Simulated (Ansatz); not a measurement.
**Single-point calculation, with input and output: C**

- system: C (8 atoms in the cell)
- method: DFT PBE, scalar-relativistic, plane waves, PAW, no spin polarisation (Ansatz 0.2.0)

The structure derives from an entry of the Crystallography Open Database.

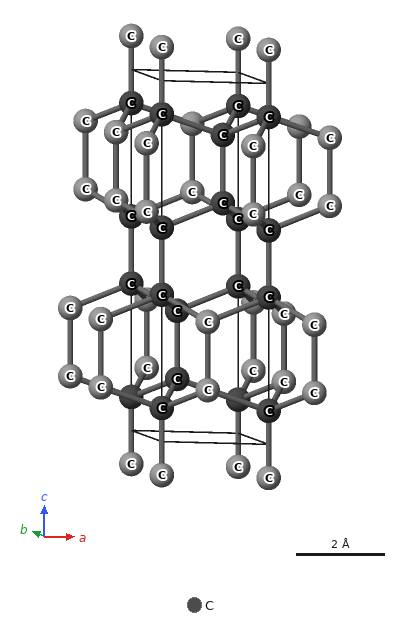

*The input geometry (ball-and-stick view of the cell of the calculation, seen slightly off an axis; neighbours outside the cell are drawn fainter). An atom can appear more than once, as a periodic image.*

Near neighbours in the periodic cell (some may lie outside the picture): C has 4 C at 1.54 to 1.57 Å.

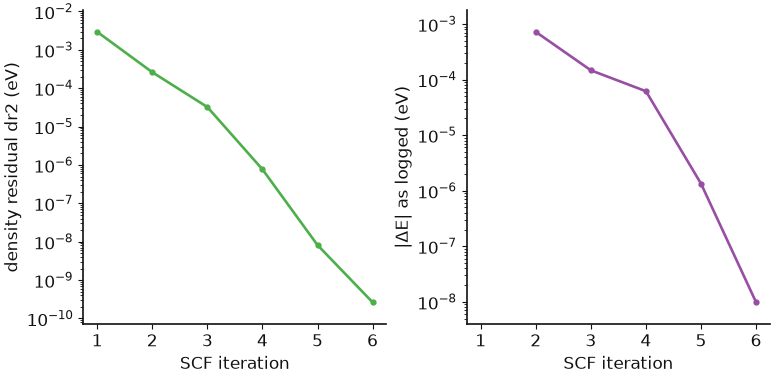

*Convergence of the self-consistent field: density residual dr2 and size of the energy change against the SCF iteration.*

The residual falls at every step.

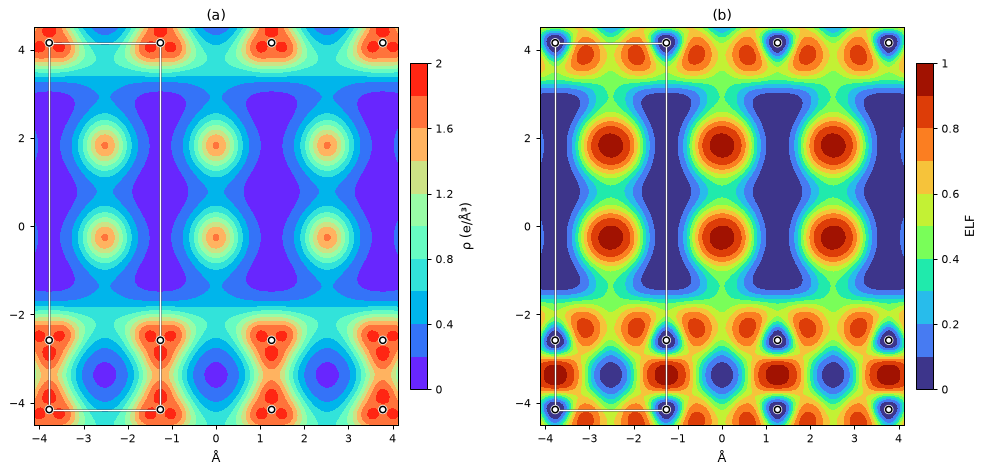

*(a) valence charge density (pseudo); (b) ELF on the (100) plane of the conventional cell. Circles mark the nuclei in the plane (C).*

Atoms in the plane: C. Away from the nuclei the density in this plane falls to 0.07 e/Å³ at its lowest. The fields are those of the smooth PAW valence density.

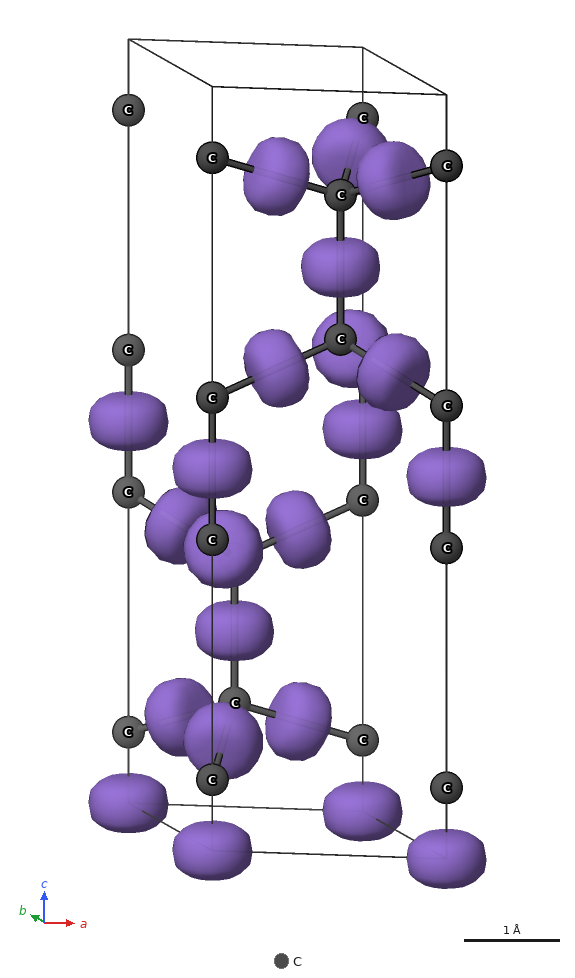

*Isosurface of the electron localisation function at 0.8 (purple), seen slightly off an axis. Core shells and regions of very low density are left out. Sticks mark near contacts. The outline is the cell set on symmetry axes.*

Profiles from the grid: C–C (1.54 Å): the ELF peaks at about 0.95 between the atoms, which marks a shared electron pair.

These pictures come from the run below.

Input
```yaml
crystal:
  lattice:
    - [2.5180184914, 0.0, 0.0]
    - [-1.2590092457, 2.1806679808, 0.0]
    - [0.0, 0.0, 8.3045881824]
  atoms:
    - { symbol: C, position: [0.0, 0.0, 0.0929681641] }
    - { symbol: C, position: [0.0, 0.0, 0.5929681641] }
    - { symbol: C, position: [0.0, 0.0, 0.4070318359] }
    - { symbol: C, position: [0.0, 0.0, 0.9070318359] }
    - { symbol: C, position: [0.3333333333, 0.6666666667, 0.1555285626] }
    - { symbol: C, position: [0.6666666667, 0.3333333333, 0.6555285626] }
    - { symbol: C, position: [0.3333333333, 0.6666666667, 0.3444714374] }
    - { symbol: C, position: [0.6666666667, 0.3333333333, 0.8444714374] }
basis:
  ecutwfc: 420
kpoints:
  mp_grid: { grid: [12, 12, 4] }
hamiltonian:
  xc: pbe
scf:
  occupations: { method: gaussian, width: 0.05 }
output:
  forces: true
  stress: true
  eigenvalues: true
  write_density: true
  write_potential: true
  elf: true
  volumetric_format: npy
```

Run as:
```bash
ansatz run input.yaml --threads 2 --pin off --max-ram 5120MiB --backend cpu --events-out ev --progress --plain --runs-dir out
```

Log
```
Engine: ansatz 0.2.0, x86_64-unknown-linux-gnu
Pseudopotentials: kind: paw
Pseudopotential: C, paw, valence charge 4, recommended cutoff 420 eV (normal), C.paw.azcp
Functional definition: PBE
  parameter kappa = 0.804
  parameter beta = 0.06672455060314922
  exchange = pbe_x(kappa = kappa, mu = beta*pi^2/3)
  correlation = pbe_c(beta = beta)
Crystal: 8 atoms, lattice volume = 45.600 Å³
Basis set: ecut = 420 eV, 909 PW (Γ), exchange–correlation on 36×36×120 points (8 copies of the dense FFT grid, shifted against one another)
Bands: 24, of which v1, the nominal top of the filled ones, is band 16 counted from 1 (15 counted from 0)
Symmetry: 24 space group operations
Space group: P63/mmc (ITA 194), of the structure as read, at distance tolerance 3.6e-5 Å
k-points: 57 of 576
Non-local potential: C, projectors of the file, l = 0: 2, l = 1: 2, l = 2: 1
PAW form: soft (Blöchl's): semilocal exchange-correlation on the pseudo side does not see the compensation charge
PAW one-centre angular grid: C, 110 points (default); XC on 64 Gauss nodes
Initial density: superposition of atomic densities (neutral atoms: chi_scale 0, normalization atom), corrected by the library's trained network
Initial wavefunctions: pseudopotential atomic-orbital guess
Functional: x = pbe(κ = 0.804, μ = 0.2195149727645171), c = pbe(β = 0.06672455060314922)
SCF iter   1: F=—  HF=-2006.390607 eV  |F-HF|=—  |Δ(HF+E_count)|=         —  Δρ=2.98e-3  dr2=2.94e-3  ethr=1.77e-3  ⟨swp⟩=5.9  Hψ=6543  notcnv=0  defer=20
preconditioner: auto → none  [insulator: Δε(μ)=4.552 eV  Ē_g=16.976 eV  σ=0.050 eV  W_gap=1.00  n_scr=6 (ndim 8)  ℏωp=31.1 eV  f_vac=0.000  D(μ)=0.00/eV (n_scr^D=0)  ε∞_Penn≈4.4]
SCF iter   2: F=—  HF=-2006.389885 eV  |F-HF|=—  |Δ(HF+E_count)|=   7.23e-4  Δρ=1.28e-3  dr2=2.61e-4  ethr=9.20e-6  ⟨swp⟩=2.1  Hψ=2608  notcnv=0  defer=54
SCF iter   3: F=—  HF=-2006.390032 eV  |F-HF|=—  |Δ(HF+E_count)|=   1.47e-4  Δρ=5.15e-4  dr2=3.23e-5  ethr=8.16e-7  ⟨swp⟩=2.8  Hψ=2110  notcnv=0  defer=54
SCF iter   4: F=—  HF=-2006.390094 eV  |F-HF|=—  |Δ(HF+E_count)|=   6.18e-5  Δρ=8.12e-5  dr2=7.69e-7  ethr=1.01e-7  ⟨swp⟩=2.3  Hψ=2102  notcnv=0  defer=54
iter 5 did not close the SCF: its close was put off for the readings that it lacked (scf_convergence_deferred on its scf_iter line)
SCF iter   5: F=-2006.390095 eV  HF=-2006.390095 eV  |F-HF|=8.47e-9  |Δ(HF+E_count)|=   1.34e-6  Δρ=6.55e-6  dr2=8.17e-9  ethr=2.40e-9  ⟨swp⟩=2.3  Hψ=2059  notcnv=0  defer=54
SCF iter   6: F=-2006.390095 eV  HF=-2006.390095 eV  |F-HF|=5.89e-10  |Δ(HF+E_count)|=   9.81e-9  Δρ=1.20e-6  dr2=2.64e-10  ethr=2.55e-11  ⟨swp⟩=9.8  Hψ=8098  notcnv=0
SCF 1 converged in 6 iterations: F = -2006.390095 eV  dr2 = 2.64e-10
  greatest PAW one-centre occupation: 0.644 electrons in one spin orbital (limit 2), on the C atom at site 3 (counted from 0), in its partial waves of l = 0
SCF converged after 6 iterations
Free energy (F): -2006.390095 eV
Harris-Foulkes:  -2006.390095 eV  (|F-HF|=5.89e-10)
Internal energy: -2006.390095 eV  (E = F + TS)
E sigma→0 (E₀):  -2006.390095 eV
Fermi energy:    15.625338 eV
--- Per-component energies (eV) ---
  E_band       = 136.856059
  E_kinetic    = 736.725275
  E_local      = -492.904959  (includes V_loc(G=0)·N_el)
  E_nonlocal   = 213.111209
  E_hartree    = 108.235723
  E_xc         = -389.416158
  E_vxc        = -483.425681  (∫ρ·V_xc dr)
  E_paw        = -793.628997  (= ΣΔE_a)
  E_vpaw       = -53.121277  (= ΣTr[D̂ρ^β])
  E_aug_tail   = 0.000070  (compensation charges beyond the density's cutoff)
  E_ewald      = -1388.512258
  E_smearing   = -0.000000  (= −TS)
  E_closure    = 0.000000  (closes the sum)
  Σ components = -2006.390095   (vs F -2006.390095, Δ=0.00e0)
--- Forces (eV/Å), atoms counted from 1 ---
  atom   1  C     -0.00000000    -0.00000000     0.00030653
  atom   2  C      0.00000000     0.00000000     0.00030653
  atom   3  C     -0.00000000    -0.00000000    -0.00030653
  atom   4  C      0.00000000     0.00000000    -0.00030653
  atom   5  C      0.00000000     0.00000000    -0.00028039
  atom   6  C     -0.00000000    -0.00000000    -0.00028039
  atom   7  C     -0.00000000     0.00000000     0.00028039
  atom   8  C     -0.00000000    -0.00000000     0.00028039
  max |Σ_I F_I| component: 7.40e-17 eV/Å
--- Stress (GPa, compression-positive) ---
        0.008383      -0.000000       0.000000
        0.000000       0.008383      -0.000000
        0.000000      -0.000000       0.006249
  P = ⅓ Tr σ = 0.0077 GPa (0.077 kbar)
--- Band table (eV; the first three rows and the last of 57) ---
  k-point 0: bands = ["-8.1994", "-6.5631", "-6.4596", "-2.5549", "-0.1084", "6.5308", "6.6249", "10.4292", "10.4292", "11.5240", "11.5240", "11.6311", "11.6311", "13.1355", "13.3546", "13.3546", "18.6552", "18.6552", "18.8225", "20.4667", "20.4667", "20.9362", "21.2587", "21.2587"]
  k-point 1: bands = ["-8.0930", "-7.2467", "-5.5807", "-3.2957", "0.8108", "4.4885", "8.7055", "10.5057", "10.5057", "11.0942", "11.0942", "12.1398", "12.1398", "12.4118", "13.1689", "13.1689", "18.8757", "18.8757", "19.2457", "20.0682", "20.0682", "20.6745", "21.5598", "21.5598"]
  k-point 2: bands = ["-7.7745", "-7.7745", "-4.4812", "-4.4812", "2.5259", "2.5259", "10.7313", "10.7313", "10.7313", "10.7313", "10.7401", "10.7401", "12.7082", "12.7082", "12.7082", "12.7082", "19.4209", "19.4209", "19.4209", "19.4209", "20.0353", "20.0353", "21.6944", "21.6944"]
  k-point 56: bands = ["-0.8368", "-0.8368", "-0.6189", "-0.6189", "1.6647", "1.6647", "2.3795", "2.3795", "4.0182", "4.0182", "4.8355", "4.8355", "7.9447", "7.9447", "8.2901", "8.2901", "18.4995", "18.4995", "23.0548", "23.0548", "24.0426", "24.0426", "25.0272", "25.0272"]
```

Key numbers

| quantity | value |
| --- | --- |
| outcome | converged |
| space group (tolerance 0.01 Å) | P6₃/mmc (194) |
| electrons treated | 32 |
| free energy | −2006.3901 eV |
| Fermi energy | 15.625 eV |
| gap on the k-point mesh | 4.54 eV |
| pressure | 0.01 GPa |
| largest force (length of the vector) | under 0.001 eV/Å |
| hardware | 2 threads of Intel Xeon (Sapphire Rapids), 32 GiB of memory available, shared host |
| wall time | 1.5 s (CPU time 2.7 s) |
| peak memory | 0.4 GiB |
